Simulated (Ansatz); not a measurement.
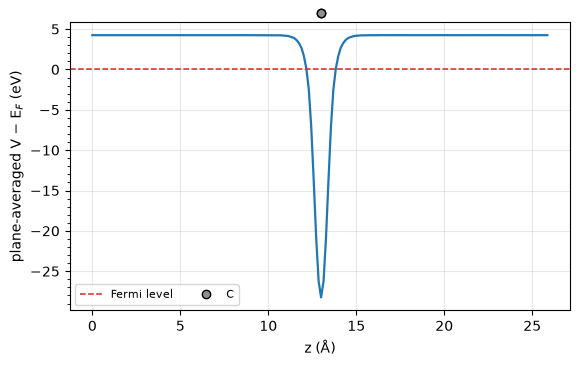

C (slab). Plane average of the electrostatic potential energy of an electron across the slab. Circles mark the heights of the atoms.

Level of theory: DFT PBE+D3(BJ), scalar-relativistic, plane waves, PAW (Ansatz).

Q: Read off the work function of this surface.

A: The potential is flat in the vacuum, 4.2 eV above the Fermi level; this is the work function, the same on both faces.

Q: How thick is the slab, and how wide the vacuum?

A: The outermost nuclei are 0.0 Å apart, in 1 atomic plane; the vacuum between periodic images is 26.0 Å wide.
